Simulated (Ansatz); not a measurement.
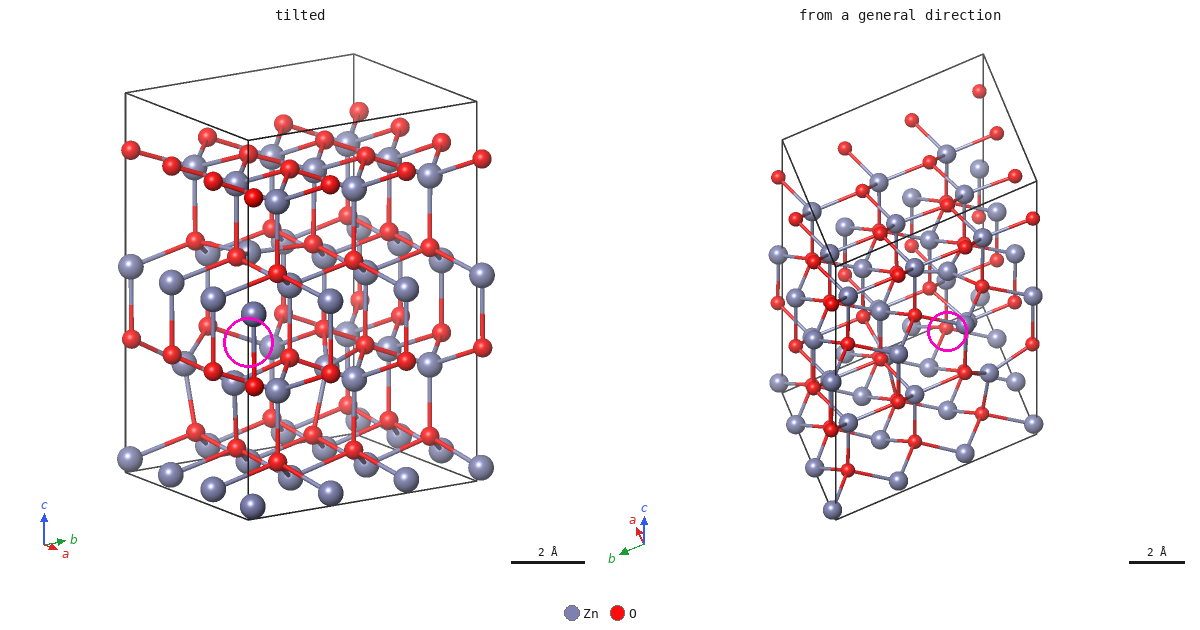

This ball-and-stick model is shown slightly off an axis and from a general direction. Thin lines show the supercell, with boundary atoms drawn in all their periodic places. The host is ZnO, in a cell of 72 sites, and the cell carries a charge of +2. A ring marks the defect's site.

Question: Where does the cell differ from the host, and how?

Answer: An oxygen vacancy. Around the empty site lie four Zn at about 2.4 to 2.5 Å.

The atoms were relaxed in the host's cell with Ansatz, DFT PBE, scalar-relativistic, plane waves, PAW.
